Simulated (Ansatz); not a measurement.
Mo (P6_3/mmc, No. 194): the geometry relaxed with DFT PBEsol, scalar-relativistic, plane waves, PAW (Ansatz); the starting structure was generated, so it need not be a known form of this composition.

```xyz
4
Lattice="2.7432 0.0000 0.0000 -1.3716 2.3757 0.0000 0.0000 0.0000 9.5618" Properties=species:S:1:pos:R:3 pbc="T T T"
Mo    0.0000    0.0000    0.0000
Mo    0.0000    1.5838    2.3904
Mo    0.0000    0.0000    4.7809
Mo    1.3716    0.7919    7.1713
```

Q: What will a HAADF-like image along [210] show? Simulated incoherent Z contrast: every atom adds Z^1.7 spread by a probe of 0.81 Å full width; channelling and multiple scattering are left out. The probe carries 25 % of its weight in a tail 2.5 times as wide. Shot noise and a slight drift were added.

A: The columns repeat on a rectangular net of 1.37 × 2.39 Å (plane group p2mm). All columns are alike (Mo). The shortest distance between visible columns is 1.37 Å in projection. Along the beam the structure repeats every 4.75 Å.

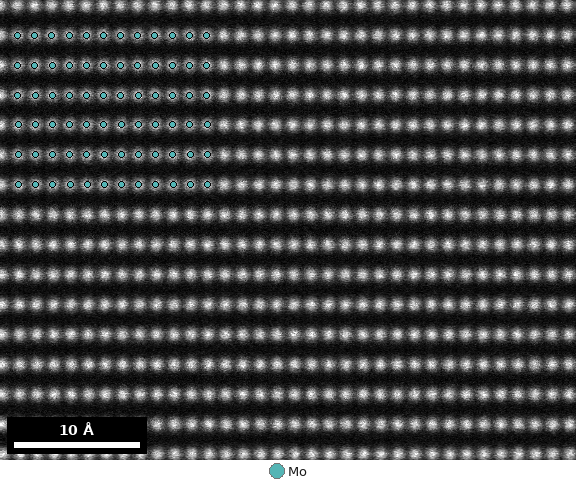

The simulated image, with the columns of the model marked in one corner.
